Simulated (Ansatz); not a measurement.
## Two runs on SiO2

System: SiO2 (P4₁2₁2, 12 atoms in the cell).
Method of run A: DFT PBE, scalar-relativistic, plane waves, PAW, no spin polarisation (Ansatz 0.2.0).

The structure derives from a Materials Project entry. Text and figures count atoms from 1; the logs count them from 0 in places.

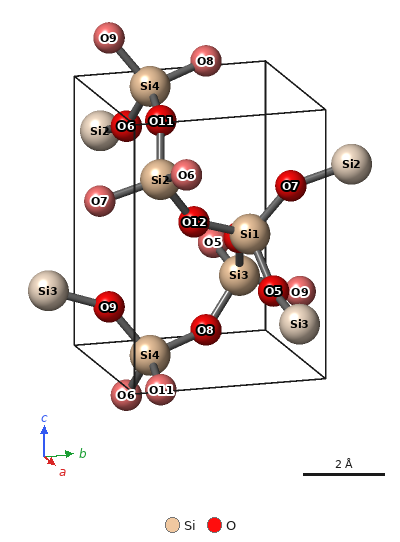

**Figure 1.** The input geometry (ball-and-stick view of the cell of the calculation, seen slightly off an axis; neighbours outside the cell are drawn fainter; atoms are numbered from 1 in the order of the input). An atom can appear more than once, as a periodic image. Near neighbours in the periodic cell (some may lie outside the picture): Si has 4 O at 1.61 Å; O has 2 Si at 1.61 Å.

Input file, run A:
```yaml
crystal:
  lattice:
    - [4.99264721, 0.0, 0.0]
    - [0.0, 4.99264721, 0.0]
    - [0.0, 0.0, 6.93392642]
  atoms:
    - { symbol: Si, position: [0.6986584, 0.6986584, 0.5] }
    - { symbol: Si, position: [0.8013416, 0.1986584, 0.75] }
    - { symbol: Si, position: [0.1986584, 0.8013416, 0.25] }
    - { symbol: Si, position: [0.3013416, 0.3013416, 0.0] }
    - { symbol: O, position: [0.89356859, 0.76138645, 0.32010849] }
    - { symbol: O, position: [0.10643141, 0.23861355, 0.82010849] }
    - { symbol: O, position: [0.76138645, 0.89356859, 0.67989151] }
    - { symbol: O, position: [0.26138645, 0.60643141, 0.07010849] }
    - { symbol: O, position: [0.23861355, 0.10643141, 0.17989151] }
    - { symbol: O, position: [0.39356859, 0.73861355, 0.42989151] }
    - { symbol: O, position: [0.60643141, 0.26138645, 0.92989151] }
    - { symbol: O, position: [0.73861355, 0.39356859, 0.57010849] }
basis:
  ecutwfc: 420
kpoints:
  mp_grid: { grid: [6, 6, 4] }
hamiltonian:
  xc: pbe
scf:
  occupations: { method: gaussian, width: 0.02 }
output:
  forces: true
  stress: true
  eigenvalues: true
relax:
  adjacent_minimum: "off"
  f_tol: 0.005
  max_steps: 80
  cell: { stress_tol: 0.05 }
```

Launched with:
```bash
ansatz run input.yaml --threads 4 --pin off --max-ram 10240MiB --backend cpu --events-out ev --progress --plain --runs-dir out
```

Hardware: 4 threads of Intel Xeon (Sapphire Rapids), 32 GiB of memory available, shared host.

Output, shortened to warnings, some set-up lines, iterations and results (run A):
```
Basis set: ecut = 420 eV, 3379 PW (Γ), exchange–correlation on 72×72×96 points (8 copies of the dense FFT grid, shifted against one another)
Symmetry: 8 space group operations
k-points: 30 of 144 (time reversal used)
Initial density: superposition of atomic densities (neutral atoms: chi_scale 0, normalization atom), corrected by the library's trained network
[...]
SCF iter   1: F=—  HF=-7096.295076 eV  |F-HF|=—  |Δ(HF+E_count)|=         —  Δρ=1.01e-3  dr2=4.80e-4  ethr=1.77e-3  ⟨swp⟩=7.2  Hψ=6859  notcnv=0  defer=26
SCF iter   2: F=—  HF=-7096.297970 eV  |F-HF|=—  |Δ(HF+E_count)|=   2.89e-3  Δρ=5.19e-4  dr2=1.29e-4  ethr=7.51e-7  ⟨swp⟩=2.7  Hψ=2965  notcnv=0  defer=157
SCF iter   3: F=—  HF=-7096.298884 eV  |F-HF|=—  |Δ(HF+E_count)|=   9.15e-4  Δρ=1.80e-4  dr2=3.21e-5  ethr=2.01e-7  ⟨swp⟩=2.0  Hψ=2292  notcnv=0  defer=157
SCF iter   4: F=—  HF=-7096.299438 eV  |F-HF|=—  |Δ(HF+E_count)|=   5.54e-4  Δρ=3.76e-5  dr2=1.26e-6  ethr=5.02e-8  ⟨swp⟩=2.0  Hψ=1883  notcnv=0  defer=157
SCF iter   5: F=—  HF=-7096.299440 eV  |F-HF|=—  |Δ(HF+E_count)|=   1.86e-6  Δρ=1.50e-5  dr2=2.54e-7  ethr=1.96e-9  ⟨swp⟩=3.0  Hψ=2232  notcnv=0  defer=157
[... 80 lines ...]
SCF iter   3: F=—  HF=-7096.381518 eV  |F-HF|=—  |Δ(HF+E_count)|=   1.58e-4  Δρ=2.83e-6  dr2=2.24e-9  ethr=9.07e-11  ⟨swp⟩=2.0  Hψ=2280  notcnv=0
SCF iter   4: F=—  HF=-7096.381518 eV  |F-HF|=—  |Δ(HF+E_count)|=   7.93e-7  Δρ=6.78e-7  dr2=3.06e-10  ethr=3.49e-12  ⟨swp⟩=2.0  Hψ=2101  notcnv=0
SCF iter   5: F=-7096.381518 eV  HF=-7096.381518 eV  |F-HF|=2.72e-10  |Δ(HF+E_count)|=   1.48e-8  Δρ=2.77e-7  dr2=6.12e-11  ethr=1.00e-12  ⟨swp⟩=5.8  Hψ=4804  notcnv=0
SCF 12 converged in 5 iterations: F = -7096.381518 eV  dr2 = 6.12e-11
relax step  12: F+E_penalty+E_count = -7096.38151839 eV  Δ(F+E_penalty+E_count) = -1.203e-3 eV  max|allowed force component| = 3.692e-4 eV/Å  Δτ_max = 0.0000 Å  P = +0.004 …
basis re-selected at this cell: Δ(F+E_penalty+E_count) = -1.203e-3 eV, ΔP = +0.003 GPa vs the last step (what re-selecting the basis moved, of the pressure what is left beyond the Pulay correction that the steps carried, after the strain that the cell walked since its last selection, with what the …
SCF converged after 5 iterations
Free energy (F): -7096.381518 eV
Harris-Foulkes:  -7096.381518 eV  (|F-HF|=2.72e-10)
Internal energy: -7096.381518 eV  (E = F + TS)
E sigma→0 (E₀):  -7096.381518 eV
Fermi energy:    3.650189 eV
--- Per-component energies (eV) ---
  E_band       = -383.462114
  E_kinetic    = 1605.526766
  E_local      = -4681.092658  (includes V_loc(G=0)·N_el)
  E_nonlocal   = 479.303305
  E_hartree    = 1732.457884
  E_xc         = -815.396144
  E_vxc        = -946.194590  (∫ρ·V_xc dr)
  E_paw        = -3324.571291  (= ΣΔE_a)
  E_vpaw       = -305.941786  (= ΣTr[D̂ρ^β])
  E_aug_tail   = 0.020801  (compensation charges beyond the density's cutoff)
  E_ewald      = -2092.630181
  E_smearing   = -0.000000  (= −TS)
  E_closure    = -0.000000  (closes the sum)
  Σ components = -7096.381518   (vs F -7096.381518, Δ=0.00e0)
--- Forces (eV/Å), atoms counted from 1 ---
  atom   1  Si     0.00028383     0.00028383     0.00000000
  atom   2  Si    -0.00028383     0.00028383    -0.00000000
  atom   3  Si     0.00028383    -0.00028383    -0.00000000
  atom   4  Si    -0.00028383    -0.00028383     0.00000000
  atom   5  O      0.00036924    -0.00006392     0.00025543
  atom   6  O     -0.00036924     0.00006392     0.00025543
  atom   7  O     -0.00006392     0.00036924    -0.00025543
  atom   8  O     -0.00006392    -0.00036924     0.00025543
  atom   9  O      0.00006392    -0.00036924    -0.00025543
  atom  10  O      0.00036924     0.00006392    -0.00025543
  atom  11  O     -0.00036924    -0.00006392    -0.00025543
  atom  12  O      0.00006392     0.00036924     0.00025543
  max |Σ_I F_I| component: 7.05e-18 eV/Å
--- Stress (GPa, compression-positive) ---
        0.002085       0.000000       0.000000
        0.000000       0.002085      -0.000000
        0.000000      -0.000000       0.006984
  P = ⅓ Tr σ = 0.0037 GPa (0.037 kbar)
--- Relaxed structure (9 steps of the walk, 9 accepted, 3 SCFs on fresh bases) ---
[...]
```

The input of run B differs as follows (lines with − go, lines with + come):
```diff
-  mp_grid: { grid: [6, 6, 4] }
+  mp_grid: { grid: [2, 2, 1] }
```

How does run B compare with run A?

The free energy of run B is 3.3 meV per atom higher, which measures how much it depends on this numerical setting. The volume per atom goes from 15.29 to 15.40 Å³. The SCF takes 61 iterations over all geometry steps against 66. The irreducible k-points go from 30 to 3. On the same kind of shared host run B took about 0.11 times as long.

Output, shortened to warnings, some set-up lines, iterations and results (run B):
```
Basis set: ecut = 420 eV, 3379 PW (Γ), exchange–correlation on 72×72×96 points (8 copies of the dense FFT grid, shifted against one another)
Symmetry: 8 space group operations
k-points: 3 of 4
Initial density: superposition of atomic densities (neutral atoms: chi_scale 0, normalization atom), corrected by the library's trained network
[...]
SCF iter   1: F=—  HF=-7096.247115 eV  |F-HF|=—  |Δ(HF+E_count)|=         —  Δρ=1.09e-3  dr2=5.18e-4  ethr=1.77e-3  ⟨swp⟩=7.3  Hψ=702  notcnv=0
SCF iter   2: F=—  HF=-7096.250435 eV  |F-HF|=—  |Δ(HF+E_count)|=   3.32e-3  Δρ=5.81e-4  dr2=1.78e-4  ethr=8.09e-7  ⟨swp⟩=2.7  Hψ=302  notcnv=0  defer=13
SCF iter   3: F=—  HF=-7096.251365 eV  |F-HF|=—  |Δ(HF+E_count)|=   9.30e-4  Δρ=1.07e-4  dr2=1.07e-5  ethr=2.78e-7  ⟨swp⟩=2.0  Hψ=236  notcnv=0  defer=13
SCF iter   4: F=—  HF=-7096.251896 eV  |F-HF|=—  |Δ(HF+E_count)|=   5.31e-4  Δρ=4.30e-5  dr2=1.55e-6  ethr=1.67e-8  ⟨swp⟩=2.0  Hψ=195  notcnv=0  defer=13
SCF iter   5: F=—  HF=-7096.251897 eV  |F-HF|=—  |Δ(HF+E_count)|=   8.81e-7  Δρ=1.91e-5  dr2=3.73e-7  ethr=2.42e-9  ⟨swp⟩=2.0  Hψ=191  notcnv=0  defer=13
[... 73 lines ...]
SCF iter   3: F=—  HF=-7096.341386 eV  |F-HF|=—  |Δ(HF+E_count)|=   4.20e-5  Δρ=2.20e-6  dr2=1.35e-9  ethr=7.19e-11  ⟨swp⟩=2.0  Hψ=228  notcnv=0
SCF iter   4: F=—  HF=-7096.341387 eV  |F-HF|=—  |Δ(HF+E_count)|=   3.13e-7  Δρ=4.86e-7  dr2=1.67e-10  ethr=1.00e-12  ⟨swp⟩=7.0  Hψ=610  notcnv=0
SCF iter   5: F=-7096.341387 eV  HF=-7096.341387 eV  |F-HF|=1.92e-10  |Δ(HF+E_count)|=   1.22e-9  Δρ=2.45e-7  dr2=4.66e-11  ethr=1.00e-12  ⟨swp⟩=4.7  Hψ=465  notcnv=0
SCF 11 converged in 5 iterations: F = -7096.341387 eV  dr2 = 4.66e-11
relax step  11: F+E_penalty+E_count = -7096.34138666 eV  Δ(F+E_penalty+E_count) = -1.297e-3 eV  max|allowed force component| = 6.815e-4 eV/Å  Δτ_max = 0.0000 Å  P = -0.002 …
basis re-selected at this cell: Δ(F+E_penalty+E_count) = -1.297e-3 eV, ΔP = +0.003 GPa vs the last step (what re-selecting the basis moved, of the pressure what is left beyond the Pulay correction that the steps carried, after the strain that the cell walked since its last selection, with what the …
SCF converged after 5 iterations
Free energy (F): -7096.341387 eV
Harris-Foulkes:  -7096.341387 eV  (|F-HF|=1.92e-10)
Internal energy: -7096.341387 eV  (E = F + TS)
E sigma→0 (E₀):  -7096.341387 eV
Fermi energy:    3.595164 eV
--- Per-component energies (eV) ---
  E_band       = -386.933239
  E_kinetic    = 1605.798741
  E_local      = -4714.314955  (includes V_loc(G=0)·N_el)
  E_nonlocal   = 479.252367
  E_hartree    = 1747.251213
  E_xc         = -815.365617
  E_vxc        = -946.157310  (∫ρ·V_xc dr)
  E_paw        = -3324.653954  (= ΣΔE_a)
  E_vpaw       = -306.035635  (= ΣTr[D̂ρ^β])
  E_aug_tail   = 0.020839  (compensation charges beyond the density's cutoff)
  E_ewald      = -2074.330021
  E_smearing   = -0.000000  (= −TS)
  E_closure    = -0.000000  (closes the sum)
  Σ components = -7096.341387   (vs F -7096.341387, Δ=0.00e0)
--- Forces (eV/Å), atoms counted from 1 ---
  atom   1  Si     0.00024420     0.00024420     0.00000000
  atom   2  Si    -0.00024420     0.00024420    -0.00000000
  atom   3  Si     0.00024420    -0.00024420    -0.00000000
  atom   4  Si    -0.00024420    -0.00024420     0.00000000
  atom   5  O      0.00068153    -0.00012415     0.00037576
  atom   6  O     -0.00068153     0.00012415     0.00037576
  atom   7  O     -0.00012415     0.00068153    -0.00037576
  atom   8  O     -0.00012415    -0.00068153     0.00037576
  atom   9  O      0.00012415    -0.00068153    -0.00037576
  atom  10  O      0.00068153     0.00012415    -0.00037576
  atom  11  O     -0.00068153    -0.00012415    -0.00037576
  atom  12  O      0.00012415     0.00068153     0.00037576
  max |Σ_I F_I| component: 1.37e-17 eV/Å
--- Stress (GPa, compression-positive) ---
       -0.005069       0.000000      -0.000000
        0.000000      -0.005069       0.000000
       -0.000000       0.000000       0.004703
  P = ⅓ Tr σ = -0.0018 GPa (-0.018 kbar)
--- Relaxed structure (8 steps of the walk, 8 accepted, 3 SCFs on fresh bases) ---
[...]
```

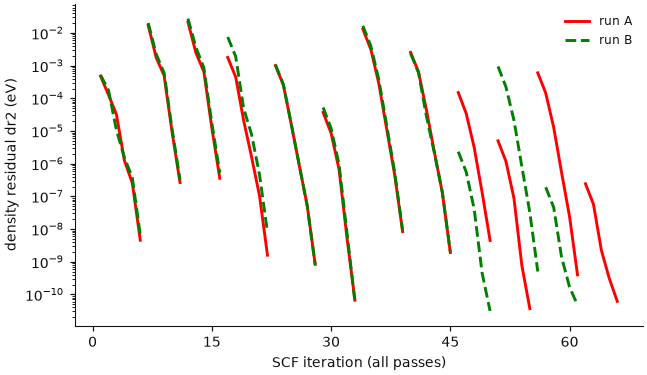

**Figure 2.** Convergence of the two runs: density residual dr2 against the SCF iteration. A break in a curve parts two SCF passes. Run A takes 66 iterations in all, and run B takes 61.

The two runs side by side:

```tsv
quantity	run A	run B
outcome	converged	converged
free energy per atom (eV)	−591.3651	−591.3618
gap on the mesh (eV)	5.51	5.50
pressure (GPa)	0.00	0.00
volume per atom (Å³)	15.29	15.40
largest force (eV/Å)	0.000	0.001
SCF iterations	66	61
irreducible k-points	30	3
wall time (shared host)	40 s	4.5 s
```

For run B: These settings are looser than, or depart from, a standard set-up, so the numbers are not reference values for this system. So coarse a mesh can miss the band edges, so the true gap of this method can be much smaller, or zero.
